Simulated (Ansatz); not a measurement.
## Electronic structure of BeSe₃ in real space

Input file:

```
crystal:
  lattice:
    - [4.8116984316, 0.0, 0.0]
    - [-2.4058492158, 4.1670530771, 0.0]
    - [0.0, 0.0, 4.2358059777]
  atoms:
    - { symbol: Be, position: [0.0, 0.0, 0.5] }
    - { symbol: Se, position: [0.3333333333, 0.6666666667, 0.5] }
    - { symbol: Se, position: [0.6666666667, 0.3333333333, 0.5] }
    - { symbol: Se, position: [0.0, 0.0, 0.0] }
basis:
  ecutwfc: 420
kpoints:
  mp_grid: { grid: [12, 12, 12] }
hamiltonian:
  xc: pbe
scf:
  occupations: { method: gaussian, width: 0.1 }
output:
  forces: true
  stress: true
  eigenvalues: true
  write_density: true
  write_potential: true
  elf: true
  volumetric_format: npy
relax:
  adjacent_minimum: "off"
  f_tol: 0.01
  max_steps: 80
  cell: { stress_tol: 0.05 }
```

Launched as:

```sh
ansatz run input.yaml --threads 1 --pin off --max-ram 2560MiB --backend cpu --events-out ev --progress --plain --runs-dir out
```

Below, planes, directions and counts refer to the conventional cell (a = 4.79 Å, b = 4.79 Å, c = 4.27 Å, α = 90.00°, β = 90.00°, γ = 120.00°).

The fields are those of the relaxed geometry.

Space group P6/mmm; a structure generated by program, which may or may not match a known phase.

Computed with DFT PBE, scalar-relativistic, plane waves, PAW (Ansatz 0.2.0).

The density is the valence pseudo-density of a PAW calculation; it isn't the true density close to the nuclei.

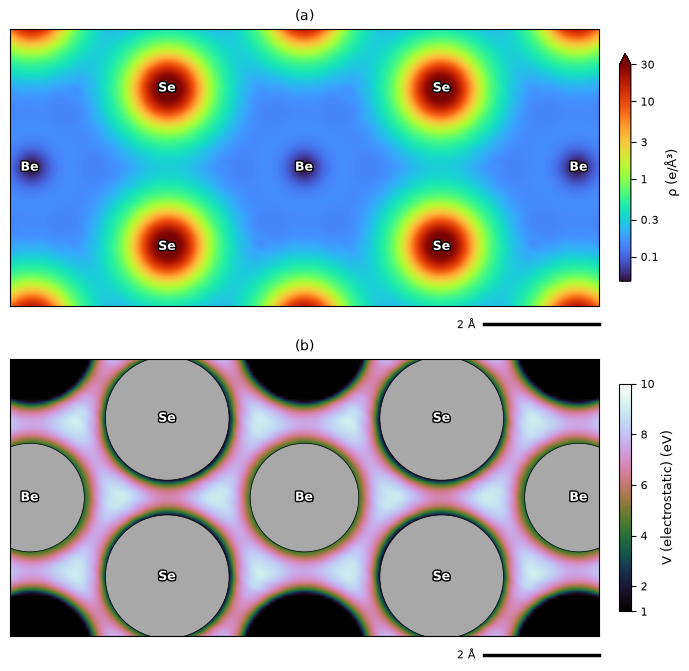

Figure 1. (a) valence charge density (pseudo); (b) electrostatic potential energy of an electron on the (001) plane of the conventional cell. Grey discs cover the atomic cores in the potential map.

Q: What does the map show?

A: The plane passes through Be and Se nuclei.
Se–Se (2.77 Å): ρ at the midpoint is about 0.31 e/Å³.
Between the atoms the lowest density in this plane is 0.14 e/Å³.
Outside the cores the potential energy rises away from the atoms and is highest about 1.5 Å from the nearest atoms; its zero is arbitrary.

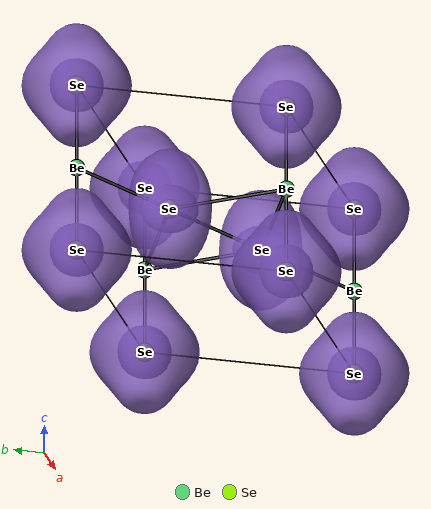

Figure 2. Isosurface of the ELF at 0.7 (purple), seen at an oblique angle. Only the valence region is drawn (cores and ρ < 0.01 e/Å³ removed). Sticks mark near contacts.

Q: Describe the localisation domains.

A: At this value the surface marks out three regions wrapped around Se (the valence shell of each), counted in one cell of 4 atoms. Any copies at cell faces, edges or corners count once. Along the contacts the grid gives the following. Be–Se (2.14 Å): the ELF peaks at about 0.85 between the atoms. Se–Se (2.77 Å): the ELF is about 0.40 at the midpoint.

Q: Does the calculation make it a metal, or give it a gap?

A: It is metallic or semimetallic at this level of theory: no gap opens.
